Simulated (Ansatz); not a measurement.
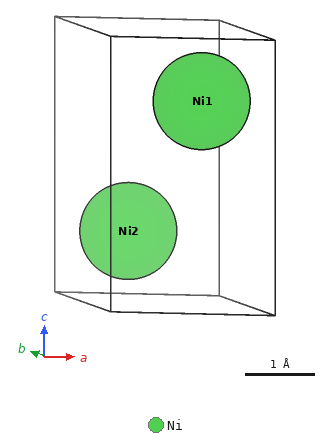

**Figure 1.** The structure (spheres-only view of the cell of the calculation, seen slightly off an axis; atoms are numbered from 1 in the order of the input). An atom can appear more than once, as a periodic image.

## What a change does: single-point calculation on Ni

System: Ni (2 atoms in the cell).
Method of run A: Kohn-Sham DFT of a periodic cell, PBE, Ansatz PAW, spin-polarised (Ansatz 0.2.0).

The structure derives from a Materials Project entry. Text and figures count atoms from 1; the logs count them from 0 in places.

### Input, run A
```yaml
crystal:
  lattice:
    - [2.4480228978, 0.0, 0.0]
    - [-1.2240114489, 2.1200500186, 0.0]
    - [0.0, 0.0, 4.07280757]
  atoms:
    - { symbol: Ni, position: [0.6666666667, 0.3333333333, 0.75], spin: 1.0 }
    - { symbol: Ni, position: [0.3333333333, 0.6666666667, 0.25], spin: -0.5 }
hamiltonian:
  xc: pbe
  pseudopotentials: { kind: paw }
magnetization:
  spin_polarized: true
kpoints:
  mp_grid: { grid: [12, 12, 7] }
scf:
  occupations: { method: fermi_dirac, width: 0.05 }
output:
  forces: true
  stress: true
  eigenvalues: true
```

Command:
```bash
ansatz run input.yaml --threads 2 --pin off --max-ram 5632MiB --backend cpu --events-out ev --progress --plain --runs-dir out
```

Hardware: 2 threads of Arm Neoverse V1, 24 GiB of memory available, shared host.

### Output, shortened to warnings, some set-up lines, iterations and results (run A)
```
Basis set: ecut = 420 eV, 391 PW (Γ), exchange–correlation on 36×36×60 points (8 copies of the dense FFT grid, shifted against one another)
Symmetry: 12 space group operations
k-points: 76 of 1008 (time reversal used)
Initial density: superposition of atomic densities (chi_scale 0.1, normalization cell)
[...]
SCF iter   1: F=—  HF=-11678.072420 eV  |F-HF|=—  |Δ(HF+E_count)|=         —  Δρ=1.75e-1 (↑1.11e-1 ↓1.75e-1)  dr2=1.19e0  dr2_m=3.72e0  M=1.635 μB ∫|m|=1.705 μB  β_m=0.30  …
SCF iter   2: F=—  HF=-11677.767359 eV  |F-HF|=—  |Δ(HF+E_count)|=   3.05e-1  Δρ=1.04e-1 (↑1.04e-1 ↓9.46e-2)  dr2=2.62e-2  dr2_m=1.89e0  M=1.579 μB ∫|m|=1.672 μB  β_m=0.53  …
SCF iter   3: F=—  HF=-11679.577274 eV  |F-HF|=—  |Δ(HF+E_count)|=    1.81e0  Δρ=8.16e-2 (↑3.80e-2 ↓8.16e-2)  dr2=1.22e0  dr2_m=2.74e-1  M=1.573 μB ∫|m|=1.711 μB  β_m=0.48  …
SCF iter   4: F=—  HF=-11679.339352 eV  |F-HF|=—  |Δ(HF+E_count)|=   2.38e-1  Δρ=2.78e-2 (↑1.04e-2 ↓2.78e-2)  dr2=1.24e-1  dr2_m=4.39e-2  M=1.371 μB ∫|m|=1.542 μB  β_m=0.54  …
SCF iter   5: F=—  HF=-11679.363647 eV  |F-HF|=—  |Δ(HF+E_count)|=   2.43e-2  Δρ=3.36e-2 (↑5.41e-3 ↓3.36e-2)  dr2=2.12e-1  dr2_m=4.51e-2  M=1.344 μB ∫|m|=1.514 μB  β_m=0.56  …
SCF iter   6: F=—  HF=-11679.381616 eV  |F-HF|=—  |Δ(HF+E_count)|=   1.80e-2  Δρ=1.23e-2 (↑1.23e-2 ↓1.10e-2)  dr2=1.88e-3  dr2_m=2.60e-2  M=1.296 μB ∫|m|=1.460 μB  β_m=0.54  …
SCF iter   7: F=—  HF=-11679.384015 eV  |F-HF|=—  |Δ(HF+E_count)|=   2.40e-3  Δρ=1.59e-3 (↑6.44e-4 ↓1.59e-3)  dr2=1.74e-4  dr2_m=1.40e-4  M=1.295 μB ∫|m|=1.466 μB  β_m=0.62  …
SCF iter   8: F=—  HF=-11679.384249 eV  |F-HF|=—  |Δ(HF+E_count)|=   2.34e-4  Δρ=3.32e-4 (↑3.32e-4 ↓2.61e-4)  dr2=6.47e-6  dr2_m=1.38e-5  M=1.300 μB ∫|m|=1.471 μB  β_m=0.81  …
SCF iter   9: F=—  HF=-11679.384258 eV  |F-HF|=—  |Δ(HF+E_count)|=   9.03e-6  Δρ=2.34e-4 (↑2.34e-4 ↓1.34e-4)  dr2=1.29e-5  dr2_m=1.37e-6  M=1.300 μB ∫|m|=1.471 μB  β_m=0.71  …
SCF iter  10: F=—  HF=-11679.384255 eV  |F-HF|=—  |Δ(HF+E_count)|=   3.38e-6  Δρ=4.47e-5 (↑2.82e-5 ↓4.47e-5)  dr2=5.78e-7  dr2_m=2.44e-8  M=1.300 μB ∫|m|=1.470 μB  β_m=0.72  …
SCF iter  11: F=—  HF=-11679.384255 eV  |F-HF|=—  |Δ(HF+E_count)|=   1.46e-8  Δρ=7.82e-6 (↑4.00e-6 ↓7.82e-6)  dr2=7.39e-9  dr2_m=2.27e-9  M=1.300 μB ∫|m|=1.470 μB  β_m=0.86  …
SCF iter  12: F=-11679.384255 eV  HF=-11679.384255 eV  |F-HF|=2.90e-8  |Δ(HF+E_count)|=   1.56e-8  Δρ=1.04e-5 (↑5.61e-6 ↓1.04e-5)  dr2=3.20e-8  dr2_m=1.45e-9  M=1.300 μB …
SCF 1 converged in 12 iterations: F = -11679.384255 eV  dr2 = 3.20e-8
SCF converged after 12 iterations
Magnetization: 1.2996 μB (18.6498 up, 17.3502 down)
Absolute magnetization: 1.4718 μB (∫|ρ↑−ρ↓|, with the PAW one-centre terms)
Spin contamination: 0.0135 ħ² per cell (⟨S²⟩ above its minimum at these occupations)
Per-site moments (μB) at R_I (Å): [(0.6873177676122942, 1.0098094453565998), (0.6873012206913968, 1.0098094453565998)]
Free energy (F): -11679.384255 eV
Harris-Foulkes:  -11679.384255 eV  (|F-HF|=2.90e-8)
Internal energy: -11679.349896 eV  (E = F + TS)
E sigma→0 (E₀):  -11679.367075 eV
Entropy (-TS):   -0.034359 eV (-17.179 meV/atom)
Fermi energy:    18.879856 eV
--- Per-component energies (eV) ---
  E_band       = -546.286358
  E_kinetic    = 565.433940
  E_local      = -6779.504547  (includes V_loc(G=0)·N_el)
  E_nonlocal   = 1270.757170
  E_hartree    = 2832.846918
  E_xc         = -170.194435
  E_vxc        = -219.508882  (∫ρ·V_xc dr)
  E_paw        = -3258.816205  (= ΣΔE_a)
  E_vpaw       = -1049.176221  (= ΣTr[D̂ρ^β])
  E_aug_tail   = 0.001022  (compensation charges beyond the density's cutoff)
  E_ewald      = -6139.873759
  E_smearing   = -0.034359  (= −TS)
  E_closure    = 0.000000  (closes the sum)
  Σ components = -11679.384255   (vs F -11679.384255, Δ=0.00e0)
--- Forces (eV/Å), atoms counted from 1 ---
  atom   1  Ni    -0.00000000    -0.00000000     0.00000000
  atom   2  Ni    -0.00000000     0.00000000     0.00000000
  max |Σ_I F_I| component: 9.25e-18 eV/Å
--- Stress (GPa, compression-positive) ---
        8.613386       0.000000       0.000000
       -0.000000       8.613386       0.000000
        0.000000       0.000000       4.649109
  P = ⅓ Tr σ = 7.2920 GPa (72.920 kbar)
```

For run B the input was changed thus:
```diff
-    - { symbol: Ni, position: [0.3333333333, 0.6666666667, 0.25], spin: -0.5 }
+    - { symbol: Ni, position: [0.3333333333, 0.6666666667, 0.25], spin: -1.0 }
```

What does this change do to the results?

The energy is the same within 0.01 meV per atom. The net moment of the cell goes from 1.30 to −1.30 μB. The SCF takes 14 iterations against 12.

### Output, shortened to warnings, some set-up lines, iterations and results (run B)
```
WARN: the starting moments were not kept: 1 of 2 ended reversed and 1 kept their direction, counting a site from 0.1 of the cell's largest site moment. The largest reversed, site 0 (counted from 0, in the order of the report's site_moments_mub), started with +1.0 μB and closes at -6.9e-1 μB in its sphere. The starting moments cancel, and the net magnetisation is 1.3e0 μB in size, over 0.1 of its …
Basis set: ecut = 420 eV, 391 PW (Γ), exchange–correlation on 36×36×60 points (8 copies of the dense FFT grid, shifted against one another)
Symmetry: 12 space group operations
k-points: 76 of 1008 (time reversal used)
Initial density: superposition of atomic densities (chi_scale 0.1, normalization cell)
[...]
SCF iter   1: F=—  HF=-11677.672415 eV  |F-HF|=—  |Δ(HF+E_count)|=         —  Δρ=7.98e-2 (↑7.98e-2 ↓7.98e-2)  dr2=1.15e0  dr2_m=8.08e-1  M=-0.000 μB ∫|m|=1.012 μB  β_m=0.30  …
SCF iter   2: F=—  HF=-11677.506978 eV  |F-HF|=—  |Δ(HF+E_count)|=   1.65e-1  Δρ=5.30e-2 (↑5.30e-2 ↓5.30e-2)  dr2=2.70e-2  dr2_m=5.18e-1  M=-0.000 μB ∫|m|=0.925 μB  β_m=0.41  …
SCF iter   3: F=—  HF=-11678.378052 eV  |F-HF|=—  |Δ(HF+E_count)|=   8.71e-1  Δρ=4.12e-2 (↑4.11e-2 ↓4.12e-2)  dr2=4.32e-2  dr2_m=3.04e-1  M=-0.001 μB ∫|m|=0.806 μB  β_m=0.43  …
SCF iter   4: F=—  HF=-11679.185806 eV  |F-HF|=—  |Δ(HF+E_count)|=   8.08e-1  Δρ=1.79e-2 (↑1.74e-2 ↓1.79e-2)  dr2=9.46e-3  dr2_m=5.67e-2  M=-0.018 μB ∫|m|=0.628 μB  β_m=0.68  …
SCF iter   5: F=—  HF=-11679.490575 eV  |F-HF|=—  |Δ(HF+E_count)|=         —  Δρ=9.81e-2 (↑9.81e-2 ↓9.22e-2)  dr2=8.56e-3  dr2_m=1.75e0  M=-1.065 μB ∫|m|=1.124 μB  β_m=0.68  …
[... 5 lines ...]
SCF iter  11: F=—  HF=-11679.384254 eV  |F-HF|=—  |Δ(HF+E_count)|=   4.59e-5  Δρ=2.13e-4 (↑1.69e-4 ↓2.13e-4)  dr2=4.61e-6  dr2_m=6.35e-6  M=-1.299 μB ∫|m|=1.469 μB  β_m=0.74  …
SCF iter  12: F=—  HF=-11679.384255 eV  |F-HF|=—  |Δ(HF+E_count)|=   4.98e-7  Δρ=9.54e-5 (↑9.54e-5 ↓4.31e-5)  dr2=2.13e-6  dr2_m=2.87e-7  M=-1.300 μB ∫|m|=1.470 μB  β_m=0.73  …
SCF iter  13: F=—  HF=-11679.384255 eV  |F-HF|=—  |Δ(HF+E_count)|=   1.35e-7  Δρ=1.67e-5 (↑1.67e-5 ↓5.01e-6)  dr2=1.72e-8  dr2_m=1.84e-8  M=-1.300 μB ∫|m|=1.470 μB  β_m=0.87  …
SCF iter  14: F=-11679.384255 eV  HF=-11679.384255 eV  |F-HF|=6.06e-9  |Δ(HF+E_count)|=   1.41e-8  Δρ=5.18e-6 (↑5.18e-6 ↓1.08e-6)  dr2=6.93e-9  dr2_m=1.09e-9  M=-1.300 μB …
SCF 1 converged in 14 iterations: F = -11679.384255 eV  dr2 = 6.93e-9
WARN: the starting moments were not kept: 1 of 2 ended reversed and 1 kept their direction, counting a site from 0.1 of the cell's largest site moment. The largest reversed, site 0 (counted from 0, in the order of the report's site_moments_mub), started with +1.0 μB and closes at -6.9e-1 μB in its …
SCF converged after 14 iterations
Magnetization: -1.2996 μB (17.3502 up, 18.6498 down)
Absolute magnetization: 1.4718 μB (∫|ρ↑−ρ↓|, with the PAW one-centre terms)
Spin contamination: 0.0135 ħ² per cell (⟨S²⟩ above its minimum at these occupations)
Per-site moments (μB) at R_I (Å): [(-0.6873035633258332, 1.0098094453565998), (-0.6873194415026967, 1.0098094453565998)]
Free energy (F): -11679.384255 eV
Harris-Foulkes:  -11679.384255 eV  (|F-HF|=6.06e-9)
Internal energy: -11679.349896 eV  (E = F + TS)
E sigma→0 (E₀):  -11679.367075 eV
Entropy (-TS):   -0.034358 eV (-17.179 meV/atom)
Fermi energy:    18.879748 eV
--- Per-component energies (eV) ---
  E_band       = -546.290468
  E_kinetic    = 565.433304
  E_local      = -6779.522375  (includes V_loc(G=0)·N_el)
  E_nonlocal   = 1270.762549
  E_hartree    = 2832.861223
  E_xc         = -170.193749
  E_vxc        = -219.507974  (∫ρ·V_xc dr)
  E_paw        = -3258.818111  (= ΣΔE_a)
  E_vpaw       = -1049.177206  (= ΣTr[D̂ρ^β])
  E_aug_tail   = 0.001022  (compensation charges beyond the density's cutoff)
  E_ewald      = -6139.873759
  E_smearing   = -0.034358  (= −TS)
  E_closure    = -0.000000  (closes the sum)
  Σ components = -11679.384255   (vs F -11679.384255, Δ=0.00e0)
--- Forces (eV/Å), atoms counted from 1 ---
  atom   1  Ni     0.00000000    -0.00000000     0.00000000
  atom   2  Ni     0.00000000     0.00000000     0.00000000
  max |Σ_I F_I| component: 9.25e-18 eV/Å
--- Stress (GPa, compression-positive) ---
        8.614760       0.000000       0.000000
        0.000000       8.614760       0.000000
        0.000000       0.000000       4.650685
[...]
```

### The two runs side by side

```csv
quantity,run A,run B
outcome,converged,converged
free energy per atom (eV),−5839.6921,−5839.6921
"energy per atom, smearing taken to zero (eV)",−5839.6835,−5839.6835
gap on the mesh (eV),0.00,0.00
net moment of the cell (μB),1.30,−1.30
absolute moment of the cell (μB),1.47,1.47
pressure (GPa),7.29,7.29
largest force (eV/Å),0.000,0.000
SCF iterations,12,14
irreducible k-points,76,76
plane waves at Γ,391,391
wall time (shared host),7.2 s,8.5 s
```

For both runs: The cell is under a pressure of 7.3 GPa at this level, so it is not at its equilibrium volume. For run B: Warnings: some starting moments were not kept.
